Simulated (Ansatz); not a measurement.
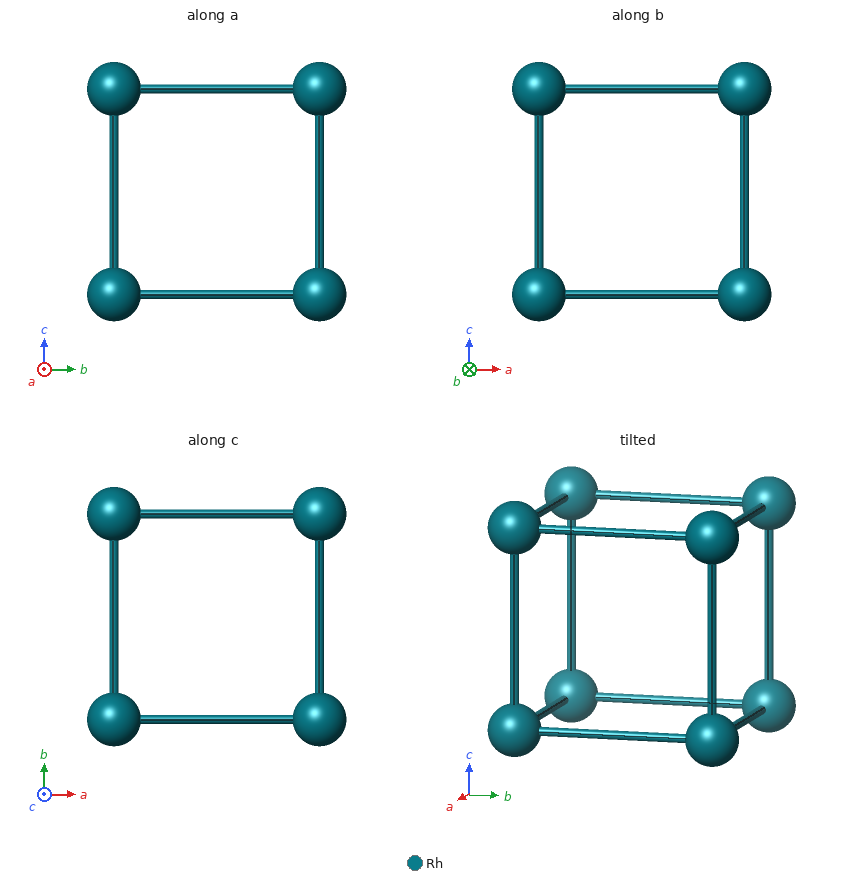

The crystal in a ball-and-stick representation, seen along the a axis, along the b axis, along the c axis and slightly off an axis. The conventional unit cell is outlined; an atom on or near a face, edge or corner is repeated at each equivalent position.

Lattice parameters: a = 2.5122 Å, b = 2.5122 Å, c = 2.5122 Å, α = 90.000°, β = 90.000°, γ = 90.000°.

> Reconstruct the structure as a CIF with its space group and independent sites.

```cif
data_structure
_symmetry_space_group_name_H-M 'P m -3 m'
_symmetry_Int_Tables_number 221
_cell_length_a 2.5122
_cell_length_b 2.5122
_cell_length_c 2.5122
_cell_angle_alpha 90.000
_cell_angle_beta 90.000
_cell_angle_gamma 90.000
_cell_volume 15.86
loop_
_atom_site_label
_atom_site_type_symbol
_atom_site_symmetry_multiplicity
_atom_site_Wyckoff_symbol
_atom_site_fract_x
_atom_site_fract_y
_atom_site_fract_z
_atom_site_occupancy
Rh1 Rh 1 a 0.0000 0.0000 0.0000 1
```

Source of the structure: a structure type filled with this element by a generator (whether the element takes this form wasn't checked). What is shown is the relaxed result from Ansatz 0.2.0, DFT r2SCAN, scalar-relativistic, plane waves, PAW.
